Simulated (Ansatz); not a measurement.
Molecular dynamics, with input and output: WS$_{2}$ (part 1 of 2)

- system: WS$_{2}$ (R3m, 3 atoms in the cell)
- method: DFT, r2SCAN, plane waves, PAW, no spin polarisation (Ansatz 0.2.0)

The structure derives from an entry of the Crystallography Open Database. The geometry comes from this level: r2scan-rvv10. It belongs to a series of runs on one base structure; here: NVT, Langevin thermostat at 1700 K.

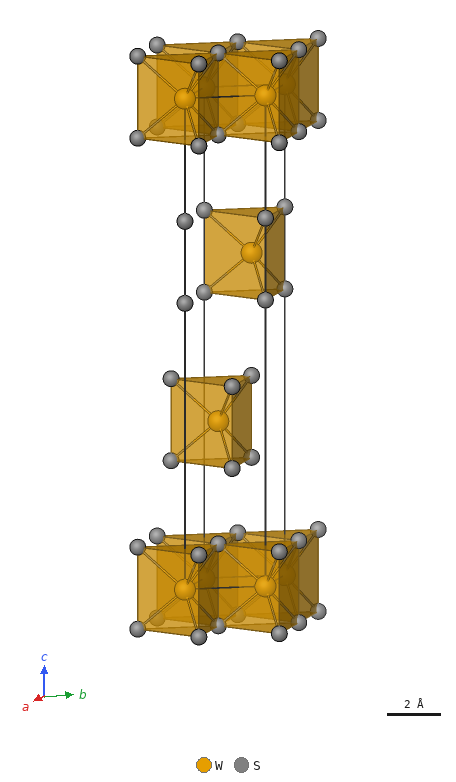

Fig. 1: The starting structure (polyhedral view of the cell 3 times as large as that of the calculation, set on its symmetry axes, seen slightly off an axis; polyhedra are completed across the faces of the cell). An atom can appear more than once, as a periodic image.

**Input file**
```yaml
crystal:
  lattice:
    - [1.585886709, 0.9156121184, 6.2374759783]
    - [-1.585886709, 0.9156121184, 6.2374759783]
    - [0.0, -1.8312242367, 6.2374759783]
  atoms:
    - { symbol: W, position: [0.0006662242, 0.0006662242, 0.0006662242] }
    - { symbol: S, position: [0.2505579538, 0.2505579538, 0.2505579538] }
    - { symbol: S, position: [0.4174758221, 0.4174758221, 0.4174758221] }
kpoints:
  mp_grid: { grid: [6, 6, 6] }
hamiltonian:
  xc: r2scan
scf:
  occupations: { method: fermi_dirac, width: 0.146 }
md:
  ensemble: nvt_langevin
  temperature: 1700
  timestep: 1.5
  n_steps: 40
  initial_velocities: maxwell_boltzmann
  seed: 2758
```

Run on 4 threads of Arm Neoverse V2, 112 GiB of memory available, shared host.

Run as:
```bash
ansatz run input.yaml --threads 4 --pin off --max-ram 3686MiB --backend cpu --events-out ev --progress --plain --runs-dir out
```

**The program's output**
```
Warning: md: disabling space-group detection — thermal motion breaks the input geometry's symmetry, so no spatial operation reduces the k-mesh or symmetrises the density; time reversal is kept, so that k and −k are solved as one point where they differ and the mesh holds both, and exact exchange and, on two spinor components, a DFT+U term hold to it where the run has them: on two components no moment then forms, and a state that bears one, which a typed moment (crystal.atoms[].spin; refused beside efield: under a hybrid functional) reaches, can lie lower, under hf by electronvolts; crystal.symmetry.detect: false (a key that needs symmetry detection or time reversal refuses this as the deck is read) with time_reversal: false beside it drops time reversal too
basis.fft_grid_basis auto: the FFT boxes are laid along the combinations [[1, 0, -1], [0, 1, -1], [0, 0, 1]] of the cell's own vectors, 3.172, 3.172 and 6.501 Å long. The dense box has 24×24×48 points. Along the cell's own vectors, as sized, it would have 48×48×48, 4.00 times as many. Of the 6 symmetry operations that the crystal satisfies within crystal.symmetry.tolerance (time reversal apart; of a slab, those that keep its plane) the dense box along the cell's own vectors carries 6, and the one as laid loses 4 of those. basis.fft_grid_basis: typed keeps the cell's own vectors: state it where this run's energies or levels are differenced outside the engine with another run's, or held beside a run that keeps those vectors.
Engine: ansatz 0.2.0, aarch64-unknown-linux-gnu
Pseudopotentials: kind: paw
Pseudopotential: W, paw, valence charge 14, recommended cutoff 500 eV (meta_gga), W.paw.azcp
Pseudopotential: S, paw, valence charge 6, recommended cutoff 500 eV (meta_gga), S.paw.azcp
Functional definition: r2SCAN
  parameter k0 = 0.174
  parameter k1 = 0.065
  parameter a1 = 4.9479
  exchange = r2scan_x(k0 = k0, k1 = k1, a1 = a1)
  correlation = r2scan_c
Crystal: 3 atoms, lattice volume = 54.343 Å³
Basis set: ecut = 500 eV, 1373 PW (Γ), FFT grids on a1−a3, a2−a3, a3, exchange–correlation on 96×96×192 points (64 copies of the dense FFT grid, shifted against one another)
Bands: 17, of which v1, the nominal top of the filled ones, is band 13 counted from 1 (12 counted from 0)
Symmetry: 1 space group operations
k-points: 112 of 216 (time reversal used)
Non-local potential: W, projectors of the file, l = 0: 3, l = 1: 2, l = 2: 2, l = 3: 1
Non-local potential: S, projectors of the file, l = 0: 2, l = 1: 2, l = 2: 2
PAW form: soft (Blöchl's): semilocal exchange-correlation on the pseudo side does not see the compensation charge
PAW frozen core: W, regenerated for the run's functional (the file was generated under x = pbe(κ = 0.804, μ = 0.2195149727645171), c = pbe(β = 0.06672455060314922))
PAW frozen core: S, regenerated for the run's functional (the file was generated under x = pbe(κ = 0.804, μ = 0.2195149727645171), c = pbe(β = 0.06672455060314922))
PAW one-centre angular grid: W, 590 points (default); XC on 160 Gauss nodes
PAW one-centre angular grid: S, 302 points (default); XC on 160 Gauss nodes
Initial density: superposition of atomic densities (neutral atoms: chi_scale 0, normalization atom), corrected by the library's trained network
Initial wavefunctions: pseudopotential atomic-orbital guess
Functional: x = r2scan, c = r2scan; τ floored in thin density (d = 2e-4 eV/Å³)
SCF iter   1: F=—  HF=-12211.562416 eV  |F-HF|=—  |Δ(HF+E_count)|=         —  Δρ=7.93e-3  dr2=2.24e-2  dr2_τ=8.30e-2  ethr=1.77e-3  ⟨swp⟩=5.5  Hψ=10679  notcnv=0
preconditioner: auto → none  [insulator: Δε(μ)=1.180 eV  Ē_g=9.256 eV  σ=0.146 eV  W_gap=0.94  n_scr=16 (ndim 8)  ℏωp=21.4 eV  f_vac=0.021  D(μ)=0.01/eV (n_scr^D=0)  ε∞_Penn≈6.3]
SCF iter   2: F=—  HF=-12211.637265 eV  |F-HF|=—  |Δ(HF+E_count)|=   7.48e-2  Δρ=5.90e-3  dr2=3.51e-2  dr2_τ=2.69e-3  ethr=8.62e-5  ⟨swp⟩=2.0  Hψ=4197  notcnv=0
SCF iter   3: F=—  HF=-12211.634799 eV  |F-HF|=—  |Δ(HF+E_count)|=   2.47e-3  Δρ=3.60e-3  dr2=8.48e-3  dr2_τ=6.19e-4  ethr=8.62e-5  ⟨swp⟩=2.0  Hψ=2671  notcnv=0
SCF iter   4: F=—  HF=-12211.635403 eV  |F-HF|=—  |Δ(HF+E_count)|=   6.04e-4  Δρ=1.56e-3  dr2=4.85e-4  dr2_τ=5.09e-5  ethr=3.26e-5  ⟨swp⟩=2.1  Hψ=2547  notcnv=0
SCF iter   5: F=—  HF=-12211.636015 eV  |F-HF|=—  |Δ(HF+E_count)|=   6.12e-4  Δρ=3.89e-4  dr2=8.20e-5  dr2_τ=4.77e-6  ethr=1.87e-6  ⟨swp⟩=2.2  Hψ=3115  notcnv=0
SCF iter   6: F=—  HF=-12211.636033 eV  |F-HF|=—  |Δ(HF+E_count)|=   1.79e-5  Δρ=1.21e-4  dr2=1.24e-5  dr2_τ=6.19e-7  ethr=3.15e-7  ⟨swp⟩=2.3  Hψ=2948  notcnv=0
SCF iter   7: F=—  HF=-12211.636032 eV  |F-HF|=—  |Δ(HF+E_count)|=   1.03e-6  Δρ=4.16e-5  dr2=3.77e-7  dr2_τ=3.32e-8  ethr=4.77e-8  ⟨swp⟩=2.3  Hψ=2738  notcnv=0
SCF iter   8: F=—  HF=-12211.636032 eV  |F-HF|=—  |Δ(HF+E_count)|=   6.76e-7  Δρ=1.03e-5  dr2=2.22e-8  dr2_τ=1.63e-9  ethr=1.45e-9  ⟨swp⟩=2.0  Hψ=3266  notcnv=0
SCF iter   9: F=-12211.636032 eV  HF=-12211.636032 eV  |F-HF|=3.09e-11  |Δ(HF+E_count)|=   3.42e-8  Δρ=1.18e-6  dr2=6.27e-10  dr2_τ=1.14e-10  ethr=1.15e-11  ⟨swp⟩=4.0  Hψ=8832  notcnv=0
SCF 1 converged in 9 iterations: F = -12211.636032 eV  dr2 = 6.27e-10
  greatest PAW one-centre occupation: 0.999 electrons in one spin orbital (limit 2), on the W atom at site 0 (counted from 0), in its partial waves of l = 0
md step     0: t =     0.00 fs  T =  1133.3 K  F+E_penalty+E_count = -12211.63603245 eV  E_kin = 0.439484 eV  (9 SCF iters)
Initial density: handed on by an earlier stage of this run
Initial wavefunctions: those handed on with the density
iter 1 solved again at ethr=2.18e-6 eV; its pass at ethr=3.10e-3 eV (dr2=5.67e-4 eV) is discarded
SCF iter   1: F=—  HF=-12211.628761 eV  |F-HF|=—  |Δ(HF+E_count)|=         —  Δρ=1.22e-3  dr2=5.84e-4  dr2_τ=4.91e-3  ethr=2.18e-6  ⟨swp⟩=2.2  Hψ=12323  notcnv=0
preconditioner: auto → none  [insulator: Δε(μ)=1.176 eV  Ē_g=9.283 eV  σ=0.146 eV  W_gap=0.94  n_scr=16 (ndim 8)  ℏωp=21.4 eV  f_vac=0.018  D(μ)=0.01/eV (n_scr^D=0)  ε∞_Penn≈6.3]
SCF iter   2: F=—  HF=-12211.630335 eV  |F-HF|=—  |Δ(HF+E_count)|=   1.57e-3  Δρ=6.01e-4  dr2=1.58e-4  dr2_τ=9.70e-6  ethr=2.18e-6  ⟨swp⟩=2.0  Hψ=3173  notcnv=0
SCF iter   3: F=—  HF=-12211.630367 eV  |F-HF|=—  |Δ(HF+E_count)|=   3.18e-5  Δρ=3.32e-4  dr2=1.63e-4  dr2_τ=4.93e-6  ethr=6.09e-7  ⟨swp⟩=2.1  Hψ=2858  notcnv=0
SCF iter   4: F=—  HF=-12211.630341 eV  |F-HF|=—  |Δ(HF+E_count)|=   2.62e-5  Δρ=1.28e-4  dr2=1.11e-5  dr2_τ=8.95e-7  ethr=6.09e-7  ⟨swp⟩=2.0  Hψ=2542  notcnv=0
SCF iter   5: F=—  HF=-12211.630342 eV  |F-HF|=—  |Δ(HF+E_count)|=   4.71e-7  Δρ=7.78e-5  dr2=7.00e-6  dr2_τ=4.79e-7  ethr=4.28e-8  ⟨swp⟩=2.0  Hψ=2666  notcnv=0
SCF iter   6: F=—  HF=-12211.630341 eV  |F-HF|=—  |Δ(HF+E_count)|=   8.00e-7  Δρ=2.74e-5  dr2=2.00e-7  dr2_τ=1.30e-8  ethr=2.69e-8  ⟨swp⟩=2.2  Hψ=2374  notcnv=0
SCF iter   7: F=—  HF=-12211.630341 eV  |F-HF|=—  |Δ(HF+E_count)|=   4.97e-7  Δρ=7.46e-6  dr2=1.23e-8  dr2_τ=1.06e-9  ethr=7.70e-10  ⟨swp⟩=2.3  Hψ=2998  notcnv=0
SCF iter   8: F=-12211.630341 eV  HF=-12211.630341 eV  |F-HF|=1.89e-10  |Δ(HF+E_count)|=   7.79e-9  Δρ=1.45e-6  dr2=5.28e-10  dr2_τ=5.63e-11  ethr=1.15e-11  ⟨swp⟩=5.3  Hψ=7699  notcnv=0
SCF 2 converged in 8 iterations: F = -12211.630341 eV  dr2 = 5.28e-10
md step     1: t =     1.50 fs  T =  1187.7 K  F+E_penalty+E_count = -12211.63034123 eV  E_kin = 0.460558 eV  (8 SCF iters)
[... from here on the SCF iterations and repeated set-up lines of each step are left out, up to the last step ...]
SCF 3 converged in 8 iterations: F = -12211.613170 eV  dr2 = 4.69e-10
md step     2: t =     3.00 fs  T =  1097.2 K  F+E_penalty+E_count = -12211.61316972 eV  E_kin = 0.425489 eV  (8 SCF iters)
SCF 4 converged in 8 iterations: F = -12211.587717 eV  dr2 = 3.69e-10
md step     3: t =     4.50 fs  T =   905.8 K  F+E_penalty+E_count = -12211.58771725 eV  E_kin = 0.351234 eV  (8 SCF iters)
SCF 5 converged in 8 iterations: F = -12211.558767 eV  dr2 = 2.35e-10
md step     4: t =     6.00 fs  T =   729.2 K  F+E_penalty+E_count = -12211.55876740 eV  E_kin = 0.282777 eV  (8 SCF iters)
SCF 6 converged in 5 iterations: F = -12211.527890 eV  dr2 = 3.67e-10
md step     5: t =     7.50 fs  T =   688.4 K  F+E_penalty+E_count = -12211.52788961 eV  E_kin = 0.266933 eV  (5 SCF iters)
SCF 7 converged in 5 iterations: F = -12211.492913 eV  dr2 = 3.91e-10
md step     6: t =     9.00 fs  T =   652.9 K  F+E_penalty+E_count = -12211.49291323 eV  E_kin = 0.253183 eV  (5 SCF iters)
SCF 8 converged in 4 iterations: F = -12211.456061 eV  dr2 = 1.73e-9
md step     7: t =    10.50 fs  T =   567.8 K  F+E_penalty+E_count = -12211.45606053 eV  E_kin = 0.220175 eV  (4 SCF iters)
SCF 9 converged in 6 iterations: F = -12211.421280 eV  dr2 = 2.18e-9
md step     8: t =    12.00 fs  T =   457.2 K  F+E_penalty+E_count = -12211.42128047 eV  E_kin = 0.177278 eV  (6 SCF iters)
SCF 10 converged in 6 iterations: F = -12211.390213 eV  dr2 = 2.21e-10
md step     9: t =    13.50 fs  T =   382.2 K  F+E_penalty+E_count = -12211.39021337 eV  E_kin = 0.148197 eV  (6 SCF iters)
SCF 11 converged in 7 iterations: F = -12211.364946 eV  dr2 = 2.36e-9
md step    10: t =    15.00 fs  T =   347.1 K  F+E_penalty+E_count = -12211.36494609 eV  E_kin = 0.134592 eV  (7 SCF iters)
SCF 12 converged in 5 iterations: F = -12211.344848 eV  dr2 = 1.68e-10
md step    11: t =    16.50 fs  T =   386.9 K  F+E_penalty+E_count = -12211.34484759 eV  E_kin = 0.150050 eV  (5 SCF iters)
SCF 13 converged in 5 iterations: F = -12211.327145 eV  dr2 = 2.43e-9
md step    12: t =    18.00 fs  T =   329.3 K  F+E_penalty+E_count = -12211.32714459 eV  E_kin = 0.127699 eV  (5 SCF iters)
SCF 14 converged in 6 iterations: F = -12211.308988 eV  dr2 = 2.38e-9
md step    13: t =    19.50 fs  T =   321.5 K  F+E_penalty+E_count = -12211.30898818 eV  E_kin = 0.124666 eV  (6 SCF iters)
SCF 15 converged in 6 iterations: F = -12211.291836 eV  dr2 = 1.63e-9
md step    14: t =    21.00 fs  T =   379.1 K  F+E_penalty+E_count = -12211.29183646 eV  E_kin = 0.147019 eV  (6 SCF iters)
SCF 16 converged in 6 iterations: F = -12211.275677 eV  dr2 = 3.07e-10
md step    15: t =    22.50 fs  T =   438.2 K  F+E_penalty+E_count = -12211.27567729 eV  E_kin = 0.169909 eV  (6 SCF iters)
SCF 17 converged in 6 iterations: F = -12211.263028 eV  dr2 = 2.34e-10
md step    16: t =    24.00 fs  T =   567.3 K  F+E_penalty+E_count = -12211.26302809 eV  E_kin = 0.220004 eV  (6 SCF iters)
SCF 18 converged in 6 iterations: F = -12211.261714 eV  dr2 = 2.03e-10
md step    17: t =    25.50 fs  T =   517.4 K  F+E_penalty+E_count = -12211.26171373 eV  E_kin = 0.200633 eV  (6 SCF iters)
SCF 19 converged in 5 iterations: F = -12211.273496 eV  dr2 = 7.00e-10
md step    18: t =    27.00 fs  T =   596.1 K  F+E_penalty+E_count = -12211.27349599 eV  E_kin = 0.231154 eV  (5 SCF iters)
SCF 20 converged in 6 iterations: F = -12211.294345 eV  dr2 = 1.29e-9
md step    19: t =    28.50 fs  T =   467.7 K  F+E_penalty+E_count = -12211.29434484 eV  E_kin = 0.181346 eV  (6 SCF iters)
SCF 21 converged in 8 iterations: F = -12211.318210 eV  dr2 = 1.28e-10
md step    20: t =    30.00 fs  T =   551.1 K  F+E_penalty+E_count = -12211.31820978 eV  E_kin = 0.213710 eV  (8 SCF iters)
SCF 22 converged in 4 iterations: F = -12211.340294 eV  dr2 = 2.37e-9
md step    21: t =    31.50 fs  T =   758.7 K  F+E_penalty+E_count = -12211.34029381 eV  E_kin = 0.294209 eV  (4 SCF iters)
SCF 23 converged in 6 iterations: F = -12211.366104 eV  dr2 = 2.45e-9
md step    22: t =    33.00 fs  T =   865.1 K  F+E_penalty+E_count = -12211.36610417 eV  E_kin = 0.335485 eV  (6 SCF iters)
SCF 24 converged in 7 iterations: F = -12211.397759 eV  dr2 = 6.66e-10
md step    23: t =    34.50 fs  T =  1023.6 K  F+E_penalty+E_count = -12211.39775903 eV  E_kin = 0.396945 eV  (7 SCF iters)
SCF 25 converged in 7 iterations: F = -12211.430642 eV  dr2 = 1.98e-10
md step    24: t =    36.00 fs  T =  1115.4 K  F+E_penalty+E_count = -12211.43064161 eV  E_kin = 0.432526 eV  (7 SCF iters)
SCF 26 converged in 6 iterations: F = -12211.460880 eV  dr2 = 4.06e-10
md step    25: t =    37.50 fs  T =   945.0 K  F+E_penalty+E_count = -12211.46087966 eV  E_kin = 0.366441 eV  (6 SCF iters)
SCF 27 converged in 6 iterations: F = -12211.488215 eV  dr2 = 4.90e-10
md step    26: t =    39.00 fs  T =   945.2 K  F+E_penalty+E_count = -12211.48821472 eV  E_kin = 0.366549 eV  (6 SCF iters)
SCF 28 converged in 6 iterations: F = -12211.513471 eV  dr2 = 3.27e-10
md step    27: t =    40.50 fs  T =  1212.9 K  F+E_penalty+E_count = -12211.51347060 eV  E_kin = 0.470330 eV  (6 SCF iters)
SCF 29 converged in 6 iterations: F = -12211.533159 eV  dr2 = 2.94e-9
md step    28: t =    42.00 fs  T =  1441.3 K  F+E_penalty+E_count = -12211.53315934 eV  E_kin = 0.558923 eV  (6 SCF iters)
SCF 30 converged in 5 iterations: F = -12211.546489 eV  dr2 = 1.74e-9
md step    29: t =    43.50 fs  T =  1288.3 K  F+E_penalty+E_count = -12211.54648944 eV  E_kin = 0.499595 eV  (5 SCF iters)
SCF 31 converged in 8 iterations: F = -12211.551820 eV  dr2 = 7.15e-10
md step    30: t =    45.00 fs  T =  1360.4 K  F+E_penalty+E_count = -12211.55181978 eV  E_kin = 0.527550 eV  (8 SCF iters)
SCF 32 converged in 6 iterations: F = -12211.550762 eV  dr2 = 1.11e-10
md step    31: t =    46.50 fs  T =  1162.1 K  F+E_penalty+E_count = -12211.55076186 eV  E_kin = 0.450621 eV  (6 SCF iters)
SCF 33 converged in 6 iterations: F = -12211.545458 eV  dr2 = 7.68e-10
md step    32: t =    48.00 fs  T =  1264.0 K  F+E_penalty+E_count = -12211.54545797 eV  E_kin = 0.490161 eV  (6 SCF iters)
SCF 34 converged in 7 iterations: F = -12211.533631 eV  dr2 = 8.19e-11
md step    33: t =    49.50 fs  T =  1166.0 K  F+E_penalty+E_count = -12211.53363112 eV  E_kin = 0.452136 eV  (7 SCF iters)
SCF 35 converged in 6 iterations: F = -12211.517833 eV  dr2 = 1.70e-10
md step    34: t =    51.00 fs  T =   988.5 K  F+E_penalty+E_count = -12211.51783328 eV  E_kin = 0.383324 eV  (6 SCF iters)
SCF 36 converged in 6 iterations: F = -12211.497937 eV  dr2 = 6.98e-11
md step    35: t =    52.50 fs  T =  1236.1 K  F+E_penalty+E_count = -12211.49793674 eV  E_kin = 0.479345 eV  (6 SCF iters)
SCF 37 converged in 4 iterations: F = -12211.471968 eV  dr2 = 5.33e-10
md step    36: t =    54.00 fs  T =   977.2 K  F+E_penalty+E_count = -12211.47196751 eV  E_kin = 0.378924 eV  (4 SCF iters)
SCF 38 converged in 5 iterations: F = -12211.447000 eV  dr2 = 2.21e-9
md step    37: t =    55.50 fs  T =   854.2 K  F+E_penalty+E_count = -12211.44699961 eV  E_kin = 0.331234 eV  (5 SCF iters)
SCF 39 converged in 5 iterations: F = -12211.418258 eV  dr2 = 4.34e-10
md step    38: t =    57.00 fs  T =   944.2 K  F+E_penalty+E_count = -12211.41825824 eV  E_kin = 0.366153 eV  (5 SCF iters)
SCF 40 converged in 6 iterations: F = -12211.380842 eV  dr2 = 5.24e-10
md step    39: t =    58.50 fs  T =   802.0 K  F+E_penalty+E_count = -12211.38084204 eV  E_kin = 0.311016 eV  (6 SCF iters)
iter 1 solved again at ethr=1.86e-6 eV; its pass at ethr=3.10e-3 eV (dr2=4.83e-4 eV) is discarded
SCF iter   1: F=—  HF=-12211.345596 eV  |F-HF|=—  |Δ(HF+E_count)|=         —  Δρ=1.05e-3  dr2=4.82e-4  dr2_τ=2.22e-3  ethr=1.86e-6  ⟨swp⟩=2.4  Hψ=12214  notcnv=0
preconditioner: auto → none  [insulator: Δε(μ)=0.847 eV  Ē_g=9.229 eV  σ=0.146 eV  W_gap=0.86  n_scr=16 (ndim 8)  ℏωp=21.4 eV  f_vac=0.017  D(μ)=0.03/eV (n_scr^D=0)  ε∞_Penn≈6.4]
SCF iter   2: F=—  HF=-12211.346349 eV  |F-HF|=—  |Δ(HF+E_count)|=   7.53e-4  Δρ=7.11e-4  dr2=5.89e-4  dr2_τ=4.05e-5  ethr=1.85e-6  ⟨swp⟩=2.0  Hψ=2918  notcnv=0
SCF iter   3: F=—  HF=-12211.346305 eV  |F-HF|=—  |Δ(HF+E_count)|=   4.45e-5  Δρ=4.99e-4  dr2=2.48e-4  dr2_τ=1.32e-5  ethr=1.85e-6  ⟨swp⟩=2.0  Hψ=2649  notcnv=0
SCF iter   4: F=—  HF=-12211.346285 eV  |F-HF|=—  |Δ(HF+E_count)|=   1.98e-5  Δρ=2.30e-4  dr2=4.18e-5  dr2_τ=5.77e-7  ethr=9.56e-7  ⟨swp⟩=1.0  Hψ=1904  notcnv=0
SCF iter   5: F=—  HF=-12211.346283 eV  |F-HF|=—  |Δ(HF+E_count)|=   2.22e-6  Δρ=8.07e-5  dr2=5.02e-6  dr2_τ=1.91e-7  ethr=1.61e-7  ⟨swp⟩=2.2  Hψ=2237  notcnv=0
SCF iter   6: F=—  HF=-12211.346282 eV  |F-HF|=—  |Δ(HF+E_count)|=   6.31e-7  Δρ=2.29e-5  dr2=1.65e-7  dr2_τ=1.01e-8  ethr=1.93e-8  ⟨swp⟩=2.1  Hψ=2569  notcnv=0
SCF iter   7: F=—  HF=-12211.346284 eV  |F-HF|=—  |Δ(HF+E_count)|=   1.62e-6  Δρ=5.45e-6  dr2=7.75e-9  dr2_τ=2.08e-9  ethr=6.34e-10  ⟨swp⟩=2.1  Hψ=2971  notcnv=0
SCF iter   8: F=-12211.346284 eV  HF=-12211.346284 eV  |F-HF|=4.51e-10  |Δ(HF+E_count)|=   5.77e-9  Δρ=1.76e-6  dr2=5.21e-10  dr2_τ=7.28e-11  ethr=1.15e-11  ⟨swp⟩=5.1  Hψ=7514  notcnv=0
SCF 41 converged in 8 iterations: F = -12211.346284 eV  dr2 = 5.21e-10
md step    40: t =    60.00 fs  T =   605.9 K  F+E_penalty+E_count = -12211.34628384 eV  E_kin = 0.234952 eV  (8 SCF iters)
iter 1 solved again at ethr=2.00e-12 eV; its pass at ethr=3.10e-3 eV (dr2=5.21e-10 eV) is discarded
SCF iter   1: F=—  HF=-12211.346284 eV  |F-HF|=—  |Δ(HF+E_count)|=         —  Δρ=1.76e-6  dr2=5.21e-10  dr2_τ=7.28e-11  ethr=2.00e-12  ⟨swp⟩=3.0  Hψ=10860  notcnv=0
preconditioner: auto → none  [insulator: Δε(μ)=0.847 eV  Ē_g=9.232 eV  σ=0.146 eV  W_gap=0.86  n_scr=16 (ndim 8)  ℏωp=21.4 eV  f_vac=0.017  D(μ)=0.03/eV (n_scr^D=0)  ε∞_Penn≈6.4]
SCF iter   2: F=-12211.346284 eV  HF=-12211.346284 eV  |F-HF|=1.33e-10  |Δ(HF+E_count)|=  3.75e-10  Δρ=9.11e-7  dr2=1.55e-10  dr2_τ=1.95e-11  ethr=2.00e-12  ⟨swp⟩=4.0  Hψ=5869  notcnv=0
SCF 42 converged in 2 iterations: F = -12211.346284 eV  dr2 = 1.55e-10
```

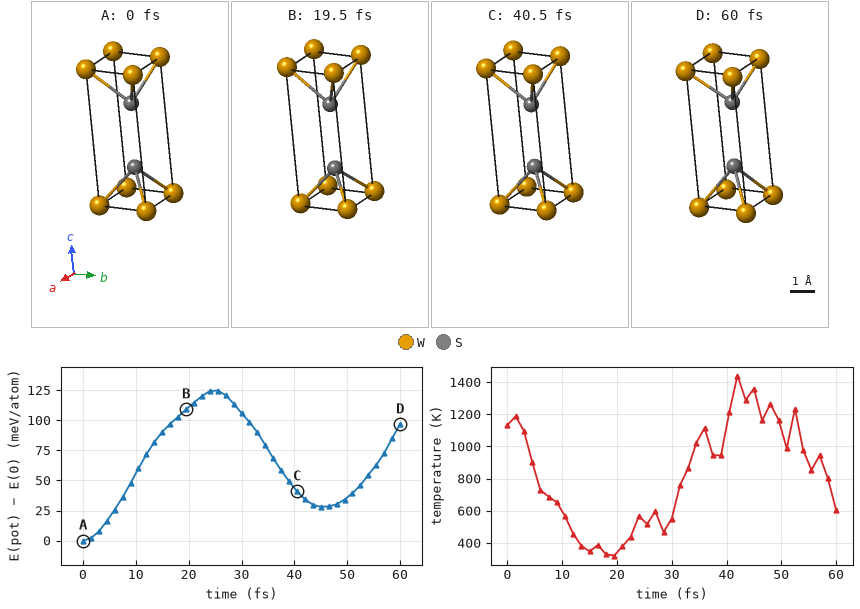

Fig. 2: Frames of the molecular dynamics (ball-and-stick, reduced simulation cell, seen slightly off an axis) above the curves, on which the letters mark them. The trajectory kept here has 41 frames over 60 fs. The temperature starts at 1133 K, ranges from 321 to 1441 K and averages 1024 K over the second half. The potential energy ends 96.6 meV/atom above its first value. With the common drift removed, the root-mean-square displacement is 0.07 Å.

```
SCF converged after 2 iterations
Free energy (F): -12211.346284 eV
Harris-Foulkes:  -12211.346284 eV  (|F-HF|=1.33e-10)
Internal energy: -12211.342816 eV  (E = F + TS)
E sigma→0 (E₀):  -12211.344550 eV
Entropy (-TS):   -0.003468 eV (-1.156 meV/atom)
Fermi energy:    11.674229 eV
--- Per-component energies (eV) ---
  E_band       = -215.708675
  E_kinetic    = 667.215589
  E_local      = -1804.308605  (includes V_loc(G=0)·N_el)
  E_nonlocal   = 57.931572
  E_hartree    = 717.493584
  E_xc         = -433.441621
  E_vxc        = -450.125489  (∫ρ·V_xc dr)
  E_paw        = -9812.272239  (= ΣΔE_a)
  E_vpaw       = -143.670520  (= ΣTr[D̂ρ^β])
  E_aug_tail   = -0.000045  (compensation charges beyond the density's cutoff)
  E_vtau       = 22.261892  (kinetic-family band-sum trace: ∫τ·v_τ [+ j·A + Jᵃ·Aᵃ] dr)
  E_ewald      = -1603.153568
  E_core_change = -0.807482  (= ΣΔE_core)
  E_smearing   = -0.003468  (= −TS)
  E_closure    = 0.000000  (closes the sum)
  Σ components = -12211.346284   (vs F -12211.346284, Δ=0.00e0)
```
